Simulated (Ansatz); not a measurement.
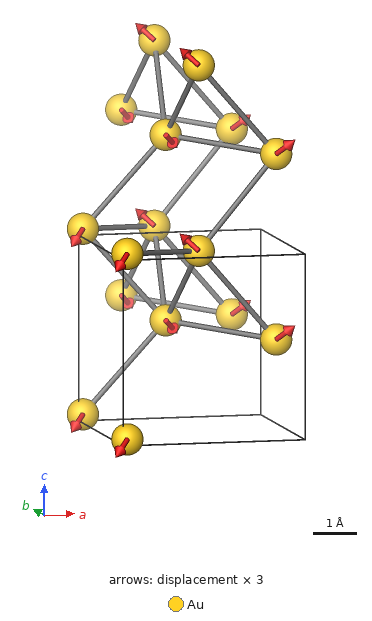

A relaxation of a crystal of Au (built on the N_198 type) (coarse preliminary run). The starting structure is drawn; red arrows show the displacements (the part carried along by the change of the cell is left out), 3 times their true length.

Style: ball-and-stick. Shown: the cell of the calculation, repeated 1 × 2 × 2 with one cell outlined, slightly off an axis.

Case: N type (P2_13, No. 198).

All numbers below come from DFT PBE, scalar-relativistic, plane waves, PAW (Ansatz).

Input
```yaml
crystal:
  lattice:
    - [4.3852315107, 0.0, 0.0]
    - [0.0, 4.3852315107, 0.0]
    - [0.0, 0.0, 4.3852315107]
  atoms:
    - { symbol: Au, position: [0.03, 0.03, 0.03] }
    - { symbol: Au, position: [0.47, 0.97, 0.53] }
    - { symbol: Au, position: [0.53, 0.47, 0.97] }
    - { symbol: Au, position: [0.97, 0.53, 0.47] }
basis:
  ecutwfc: 420
kpoints:
  mp_grid: { grid: [4, 4, 4] }
hamiltonian:
  xc: pbe
scf:
  occupations: { method: gaussian, width: 0.1 }
  lower_state_search: "off"
output:
  forces: true
  stress: true
  eigenvalues: true
relax:
  adjacent_minimum: "off"
  f_tol: 0.04
  max_steps: 70
  cell: { stress_tol: 0.4 }
```

> What happened in the run?

Over 4 accepted moves (5 points after the start) the energy falls by 0.768 eV per cell of the calculation. The largest force component goes from 0.11 to 0.00032 eV/Å. The pressure goes from −10.72 to −0.03 GPa. The SCF was repeated once at an unchanged geometry on a basis and grid sized afresh for the cell, which shifted the energy by 3.6 meV per cell of the calculation at most. The largest moves relative to the cell, 0.22 Å, are those of Au1, Au2, Au3 and Au4. Au1 goes along [−1 −1 −1]. Cell: a = b = c 4.385 → 4.155 Å (−5.2 %). Volume −14.9 %. Near-neighbour distances that change, for instance: Au1–Au2 3.303 → 2.938 Å, Au1–Au2 (another image) 2.933 → 2.938 Å. Bond angles that change, for instance: Au2–Au1–Au3 68.5° → 60.0°, Au2–Au1–Au4 128.2° → 120.0°, Au2–Au1–Au2 96.8° → 90.0°. The space group (tolerance 0.01 Å) goes from P2_13 (No. 198) to Fm-3m (No. 225).
